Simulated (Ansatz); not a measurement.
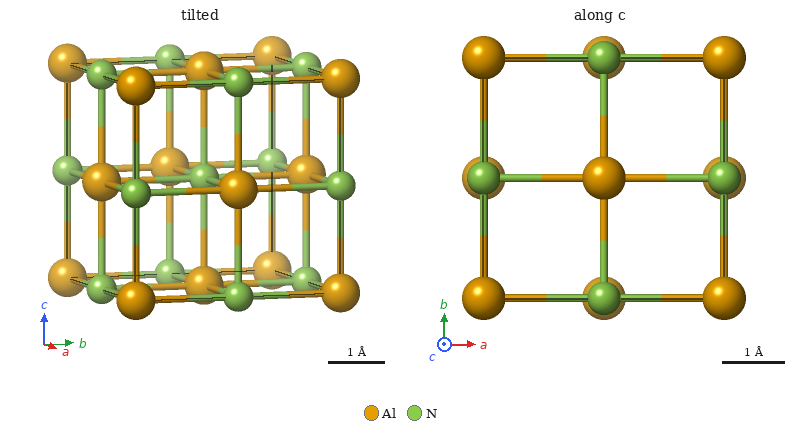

The figure gives a ball-and-stick picture of the atoms, viewed slightly off an axis and along the c axis. The parallelepiped is the conventional unit cell. Cell: a = 3.91 Å, b = 3.91 Å, c = 3.91 Å, α = 90.00°, β = 90.00°, γ = 90.00°.

About the cell: it is an entry, possibly a prediction, of the Crystallography Open Database, scaled to 97.8 % of the listed volume, and it is unrelaxed. A calculation with Ansatz used it as input.

State composition, symmetry and coordination.

Answer. The formula is AlN. The symmetry is that of Fm-3m (No. 225), on a face-centred cubic lattice. Prototype: rock salt (NaCl type). One cell contains 4 Al, 4 N, 8 atoms in all. Al is surrounded by six N in an octahedral arrangement at about 2.0 Å. The N atoms are each bonded to six Al in an octahedral arrangement at about 2.0 Å. The bonds build a three-dimensional framework.

Electronic-structure method: DFT, PAW plane waves, r2SCAN (Ansatz 0.2.0). Parameters: a kinetic-energy cutoff of 500 eV, k-points about 0.25 Å⁻¹ apart, Fermi-Dirac smearing of 0.046 eV, no spin polarisation.

Does it come out as a metal, or with a gap?

Answer. An insulator at this level, with a gap of 5.91 eV on the k-mesh.

What charge does Bader's analysis assign to each element?

Answer. Al +2.55 e; N -2.55 e.

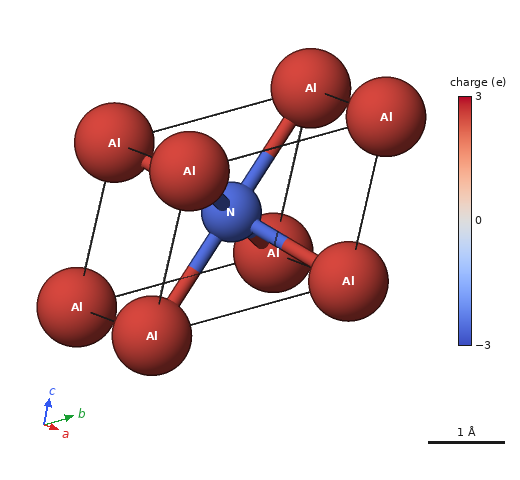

The atoms coloured by those charges. The run's cell of 2 atoms is drawn, so axes and origin can differ from the first picture.

Is this the optimised geometry for these settings?

Answer. No. All forces vanish to within 0.01 eV/Å. The pressure is 32.3 GPa, so the cell would expand.
